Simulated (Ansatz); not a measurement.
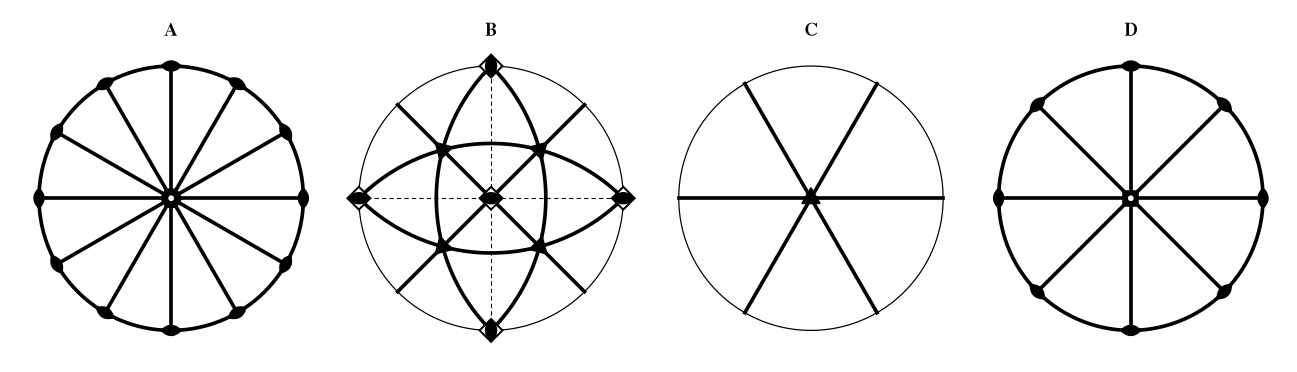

Stereographic projection: heavy lines are mirror planes (a heavy rim: a mirror in the plane of the page); lens, triangle, square and hexagon are 2-, 3-, 4- and 6-fold axes, a lens in an open square is −4, a triangle in an open hexagon −6; thin dashed diameters join the ends of axes that lie in the page; a small open circle marks inversion. Each shows the symmetry elements. The c axis points at the viewer. Computed from the symmetry of the structures below (computed or model cells, partly hypothetical).

Match each stereogram to its crystal.
1. WS2, No. 160, R3m, hexagonal axes
2. IrO2, P4₂/mnm, No. 136
3. AlN, No. 216, F-43m
4. Te2Mo, P6₃/mmc (No. 194)

Answer. A is 4 (point group 6/mmm); B is 3 (point group -43m); C is 1 (point group 3m); D is 2 (point group 4/mmm).
